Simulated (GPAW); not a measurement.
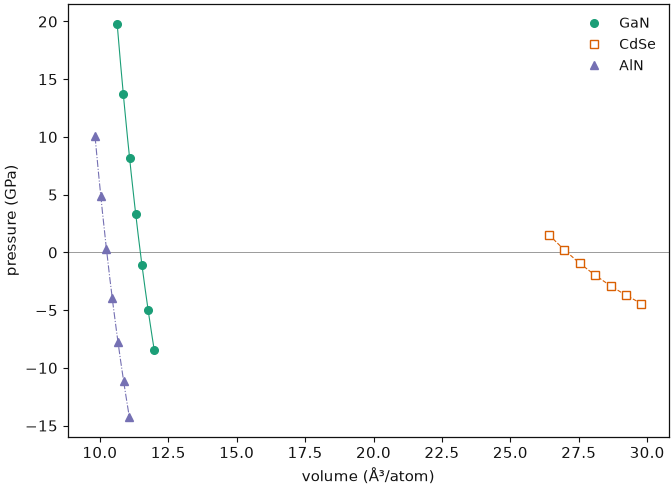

The figure shows the pressure against volume, with one curve for each compound, for AlN, CdSe and GaN (all in space group P6_3mc (No. 186)).

Calculation (GPAW 26.7.0): PAW DFT in plane waves, on a grid or in atomic orbitals, no spin polarisation; energies at scaled volumes of the given cell, shape and fractions fixed, counted from the fit's minimum, third-order Birch-Murnaghan fit. Level: LDA.

occupations Fermi–Dirac; smearing width 0.05 eV; potentials GPAW PAW data sets (gpaw data 1.2.1).

Settings that differ: GaN: wave cutoff 800 eV, k mesh 8×8×4; CdSe: wave cutoff 600 eV, k mesh 6×6×3; AlN: wave cutoff 800 eV, k mesh 8×8×5.

Order the curves by fitted equilibrium volume, smallest first.

Answer. AlN 10.289, GaN 11.514, CdSe 27.085 Å³/atom.

For GaN: read off the course of the pressure.

Answer. It falls from 19.80 GPa at volume 10.63 Å³/atom to −8.48 GPa at 11.99 Å³/atom, and changes sign near 11.48 Å³/atom.

For CdSe: read off the course of the pressure.

Answer. It falls from 1.53 GPa at volume 26.42 Å³/atom to −4.43 GPa at 29.79 Å³/atom, and changes sign near 27.08 Å³/atom.

For AlN: how does the pressure vary with volume?

Answer. It falls from 10.04 GPa at volume 9.82 Å³/atom to −14.25 GPa at 11.08 Å³/atom, and changes sign near 10.26 Å³/atom.

Keep in mind: shape and atomic fractions are frozen while scaling, which makes layered, chain and framework solids too stiff.
